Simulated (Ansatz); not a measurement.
# Single-point calculation, with input and output: GaSb (part 2 of 2)

Continued. System: GaSb (2 atoms in the cell). Method: DFT, PBE, paw_fr, spin-orbit coupling (Ansatz 0.2.0); cutoff 420 eV, 12×12×12 k-mesh, Fermi–Dirac smearing of 0.08 eV. The structure derives from an entry of the Crystallography Open Database.

Geometry of the input (Å; fractional positions):
```
0.0000  3.0590  3.0590
3.0590  0.0000  3.0590
3.0590  3.0590  0.0000
Ga 0.0000  0.0000  0.0000
Sb 0.7500  0.7500  0.7500
```

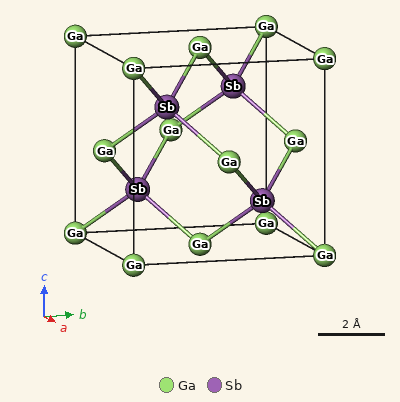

The structure (ball-and-stick view of the cell 4 times as large as that of the calculation, set on its symmetry axes, seen slightly off an axis). An atom can appear more than once, as a periodic image.

**File rho_z.tsv**
```
# z_ang	rho[e/angstrom^3]	m_x[e/angstrom^3]	m_y[e/angstrom^3]	m_z[e/angstrom^3]	m_norm[e/angstrom^3]
# format = ansatz-planar-average/11
# lattice	0.000000000	3.059000000	3.059000000
# lattice	3.059000000	0.000000000	3.059000000
# lattice	3.059000000	3.059000000	0.000000000
# sites	2
# site	31	0.000000000	0.000000000	0.000000000
# site	51	4.588500000	4.588500000	4.588500000
0.000000	1.211295e0	0.000000e0	0.000000e0	0.000000e0	0.000000e0
0.144203	1.050302e0	0.000000e0	0.000000e0	0.000000e0	0.000000e0
0.288405	7.373414e-1	0.000000e0	0.000000e0	0.000000e0	0.000000e0
0.432608	4.509958e-1	0.000000e0	0.000000e0	0.000000e0	0.000000e0
0.576811	2.720942e-1	0.000000e0	0.000000e0	0.000000e0	0.000000e0
0.721013	1.800979e-1	0.000000e0	0.000000e0	0.000000e0	0.000000e0
0.865216	1.332464e-1	0.000000e0	0.000000e0	0.000000e0	0.000000e0
1.009419	1.067184e-1	0.000000e0	0.000000e0	0.000000e0	0.000000e0
1.153621	9.118446e-2	0.000000e0	0.000000e0	0.000000e0	0.000000e0
1.297824	8.292467e-2	0.000000e0	0.000000e0	0.000000e0	0.000000e0
1.442026	7.992834e-2	0.000000e0	0.000000e0	0.000000e0	0.000000e0
1.586229	8.136981e-2	0.000000e0	0.000000e0	0.000000e0	0.000000e0
1.730432	8.686285e-2	0.000000e0	0.000000e0	0.000000e0	0.000000e0
1.874634	9.690883e-2	0.000000e0	0.000000e0	0.000000e0	0.000000e0
2.018837	1.124068e-1	0.000000e0	0.000000e0	0.000000e0	0.000000e0
2.163040	1.352136e-1	0.000000e0	0.000000e0	0.000000e0	0.000000e0
2.307242	1.702128e-1	0.000000e0	0.000000e0	0.000000e0	0.000000e0
2.451445	2.273204e-1	0.000000e0	0.000000e0	0.000000e0	0.000000e0
2.595648	3.219570e-1	0.000000e0	0.000000e0	0.000000e0	0.000000e0
2.739850	4.665390e-1	0.000000e0	0.000000e0	0.000000e0	0.000000e0
2.884053	6.535148e-1	0.000000e0	0.000000e0	0.000000e0	0.000000e0
3.028256	8.429330e-1	0.000000e0	0.000000e0	0.000000e0	0.000000e0
3.172458	9.725032e-1	0.000000e0	0.000000e0	0.000000e0	0.000000e0
3.316661	9.947059e-1	0.000000e0	0.000000e0	0.000000e0	0.000000e0
3.460863	9.120746e-1	0.000000e0	0.000000e0	0.000000e0	0.000000e0
3.605066	7.814319e-1	0.000000e0	0.000000e0	0.000000e0	0.000000e0
3.749269	6.893566e-1	0.000000e0	0.000000e0	0.000000e0	0.000000e0
3.893471	7.171812e-1	0.000000e0	0.000000e0	0.000000e0	0.000000e0
4.037674	8.923853e-1	0.000000e0	0.000000e0	0.000000e0	0.000000e0
4.181877	1.121721e0	0.000000e0	0.000000e0	0.000000e0	0.000000e0
```

**File v_z.tsv**
```
# z_ang	v_es[eV]	v_tot[eV]	b_x[eV]	b_y[eV]	b_z[eV]
# format = ansatz-planar-average/11
# xc	pbe
# density_cutoff_ev	1680
# datasets	Ga=:simpson_from_first_knot:soft	Sb=:simpson_from_first_knot:soft
# lattice	0.000000000	3.059000000	3.059000000
# lattice	3.059000000	0.000000000	3.059000000
# lattice	3.059000000	3.059000000	0.000000000
# sites	2
# site	31	0.000000000	0.000000000	0.000000000
# site	51	4.588500000	4.588500000	4.588500000
0.000000	2.381259e0	-8.115939e0	0.000000e0	0.000000e0	0.000000e0
0.144203	3.327539e0	-6.753602e0	0.000000e0	0.000000e0	0.000000e0
0.288405	4.221522e0	-5.374347e0	0.000000e0	0.000000e0	0.000000e0
0.432608	5.047807e0	-4.001672e0	0.000000e0	0.000000e0	0.000000e0
0.576811	5.872397e0	-2.579234e0	0.000000e0	0.000000e0	0.000000e0
0.721013	6.749959e0	-1.091146e0	0.000000e0	0.000000e0	0.000000e0
0.865216	7.680158e0	3.920763e-1	0.000000e0	0.000000e0	0.000000e0
1.009419	8.587849e0	1.737890e0	0.000000e0	0.000000e0	0.000000e0
1.153621	9.330645e0	2.778301e0	0.000000e0	0.000000e0	0.000000e0
1.297824	9.805229e0	3.424246e0	0.000000e0	0.000000e0	0.000000e0
1.442026	1.003623e1	3.737916e0	0.000000e0	0.000000e0	0.000000e0
1.586229	1.006429e1	3.765295e0	0.000000e0	0.000000e0	0.000000e0
1.730432	9.884905e0	3.485429e0	0.000000e0	0.000000e0	0.000000e0
1.874634	9.463149e0	2.866632e0	0.000000e0	0.000000e0	0.000000e0
2.018837	8.755183e0	1.870580e0	0.000000e0	0.000000e0	0.000000e0
2.163040	7.800802e0	5.355749e-1	0.000000e0	0.000000e0	0.000000e0
2.307242	6.725605e0	-1.011612e0	0.000000e0	0.000000e0	0.000000e0
2.451445	5.668690e0	-2.625421e0	0.000000e0	0.000000e0	0.000000e0
2.595648	4.717918e0	-4.185592e0	0.000000e0	0.000000e0	0.000000e0
2.739850	3.902982e0	-5.604266e0	0.000000e0	0.000000e0	0.000000e0
2.884053	3.209887e0	-6.843885e0	0.000000e0	0.000000e0	0.000000e0
3.028256	2.603168e0	-7.914567e0	0.000000e0	0.000000e0	0.000000e0
3.172458	2.003874e0	-8.889094e0	0.000000e0	0.000000e0	0.000000e0
3.316661	1.357145e0	-9.815210e0	0.000000e0	0.000000e0	0.000000e0
3.460863	7.498243e-1	-1.060349e1	0.000000e0	0.000000e0	0.000000e0
3.605066	3.244679e-1	-1.112060e1	0.000000e0	0.000000e0	0.000000e0
3.749269	1.724348e-1	-1.127007e1	0.000000e0	0.000000e0	0.000000e0
3.893471	3.232732e-1	-1.100873e1	0.000000e0	0.000000e0	0.000000e0
4.037674	7.737812e-1	-1.035062e1	0.000000e0	0.000000e0	0.000000e0
4.181877	1.488120e0	-9.355151e0	0.000000e0	0.000000e0	0.000000e0
```

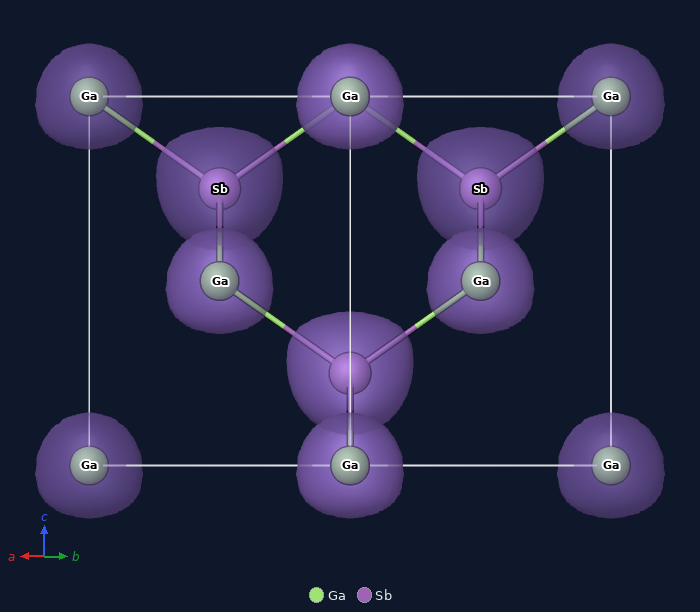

Isosurface of the valence charge density (pseudo) at 0.5 e/Å³ (purple), seen along [110]. Sticks mark near contacts. The outline is the cell set on symmetry axes. At this value the density breaks into separate islands; it holds about 75 % of the electrons treated as valence (semicore included). It is pinched off along the Ga–Sb (2.65 Å) contacts. On the grid the lowest density along these lines, outside the cores, is 0.4 e/Å³ (Ga–Sb, 2.65 Å). In a PAW calculation such maps are meaningful between the atoms, not at the nuclei.

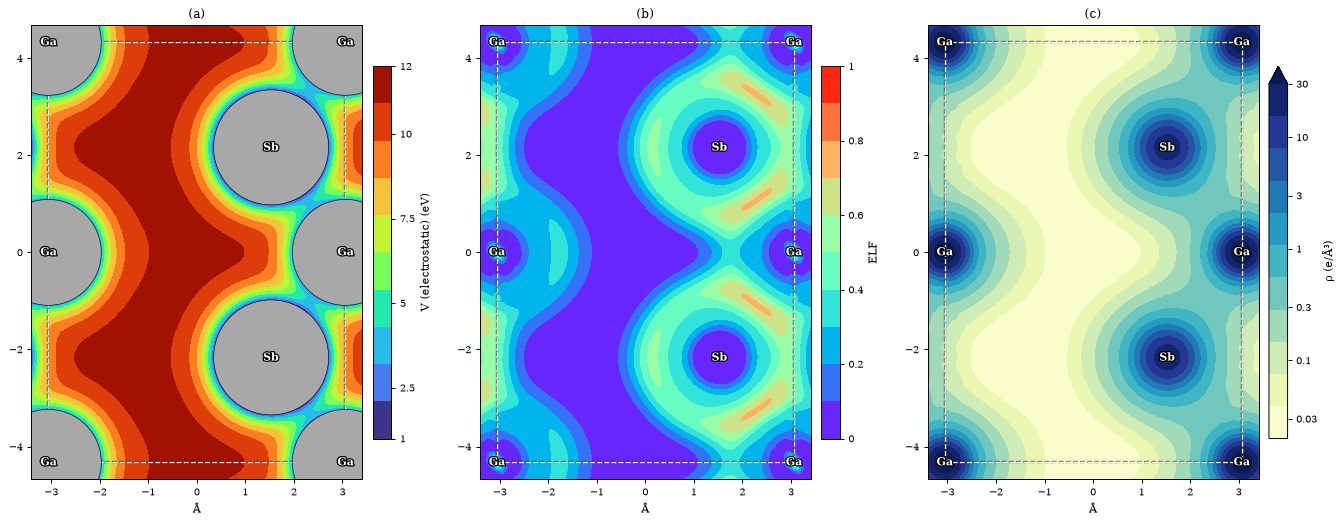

(a) electrostatic potential (local pseudopotential plus Hartree) felt by an electron; (b) electron localisation function; (c) valence electron density on the (011) plane of the conventional cell. Grey discs, where drawn, cover atomic cores. The section cuts through Ga and Sb sites. Ga–Sb (2.65 Å): ρ at the midpoint is about 0.42 e/Å³; the ELF peaks at about 0.70 between the atoms. Away from the nuclei the density in this plane falls to 0.01 e/Å³ at its lowest. The strong features right at Ga lie inside the PAW spheres (semicore, d or f shells) and say nothing about bonding. Outside the cores the potential energy rises away from the atoms and is highest about 2.6 Å from the nearest atoms; outside the discs it spans about 10 eV, and its zero is arbitrary.

**Results in brief**

```tsv
quantity	value
outcome	converged
space group (tolerance 0.01 Å)	F-43m (216)
electrons treated	28
free energy	−10270.3144 eV
Fermi energy	7.960 eV
net moment of the cell	0.00 μB
integrated absolute moment	0.00 μB
pressure	2.37 GPa
largest force (length of the vector)	under 0.001 eV/Å
wall time	88 s
peak memory	0.71 GiB
```

**Notes**

Settings chosen away from the usual ones: scf.mixing.algorithm = "broyden", scf.mixing.beta = 0.9, accuracy = "medium".
